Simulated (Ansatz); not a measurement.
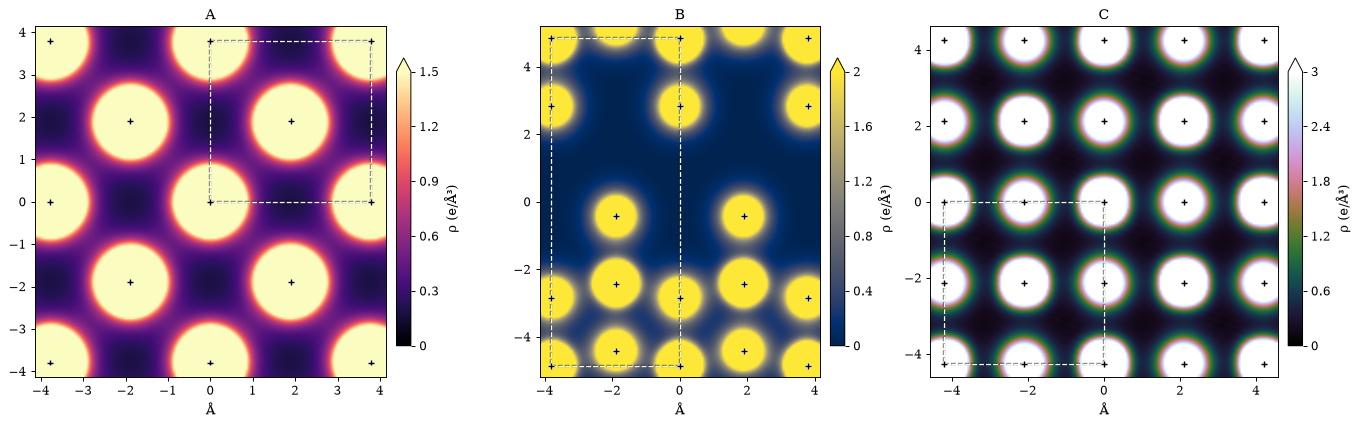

The valence pseudo-density of 3 systems, each on a plane through atoms (crosses mark nuclei in the plane).

All numbers below come from Ansatz 0.2.0, DFT PBE, scalar-relativistic, plane waves, PAW.

System 1: CoO, the (11̄0) plane of the conventional cell. Space group I4/mmm; spin-polarised.

System 2: TiO2, the (100) plane of the conventional cell. Space group I4₁/amd; computed without spin polarisation.

```yaml
crystal:
  lattice:
    - [3.79922, 0.00000, 0.00000]
    - [0.00000, 3.79922, 0.00000]
    - [0.00000, 0.00000, 9.69701]
  atoms:
    - { symbol: Ti, position: [0.00000, 0.00000, 0.00000] }
    - { symbol: Ti, position: [0.50000, 0.50000, 0.50000] }
    - { symbol: Ti, position: [0.00000, 0.50000, 0.25000] }
    - { symbol: Ti, position: [0.50000, 0.00000, 0.75000] }
    - { symbol: O, position: [0.00000, 0.00000, 0.20649] }
    - { symbol: O, position: [0.50000, 0.50000, 0.70649] }
    - { symbol: O, position: [0.00000, 0.50000, 0.45649] }
    - { symbol: O, position: [0.50000, 0.00000, 0.95649] }
    - { symbol: O, position: [0.00000, 0.50000, 0.04351] }
    - { symbol: O, position: [0.50000, 0.00000, 0.54351] }
    - { symbol: O, position: [0.00000, 0.00000, 0.79351] }
    - { symbol: O, position: [0.50000, 0.50000, 0.29351] }
```

System 3: Ir, the (001) plane of the conventional cell. Space group Fm-3m; changed on purpose from its base cell (volume × 0.94); computed pressure about 25 GPa in this cell; computed without spin polarisation.

Match each panel to its system.

Panel A is system 3, Ir: the plane holds Ir. Ir–Ir (2.68 Å): ρ at the midpoint is about 0.47 e/Å³. Panel B is system 2, TiO2: the plane holds Ti and O. Ti–O (1.95 Å): ρ is about 0.72 e/Å³ halfway. Panel C is system 1, CoO: the plane holds Co and O. Co–O (2.11 Å): ρ at the midpoint is about 0.44 e/Å³.
